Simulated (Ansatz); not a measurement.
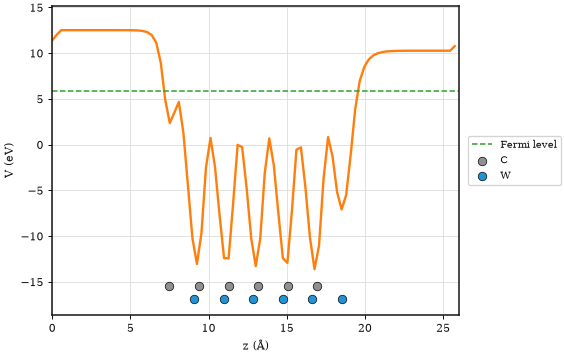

Plane-averaged electrostatic potential energy of an electron across the slab; circles at the bottom mark the heights of the atoms.

The material is a (101) slab cut from WC (P-6m2), unrelaxed, ended by W above and C below, 12 atoms in the cell.

Level of theory: DFT PBE, scalar-relativistic, plane waves, PAW, no spin polarisation, 13×9×1 k mesh, 420 eV cutoff, Gaussian smearing of 0.1 eV; code Ansatz 0.2.0.

Question: Read off the work function of each face.

Answer: The work function is 4.39 eV at the right face and 6.64 eV at the left.

Question: How thick are slab and vacuum?

Answer: The outermost atoms are 11.0 Å apart, which leaves 15.0 Å of vacuum in a cell 26.0 Å high.

Question: Do the two faces differ, and what does that say about the slab's dipole?

Answer: The vacuum level is 2.25 eV higher at the left than at the right, so the slab carries a dipole along its normal; the ramp in the vacuum, at or near the edge of the plot, is the dipole correction that keeps each side flat.

The atoms aren't at rest in this cell (largest force 3.8 eV/Å), so the relaxed material can differ. Spin-orbit coupling is left out, which matters for W.
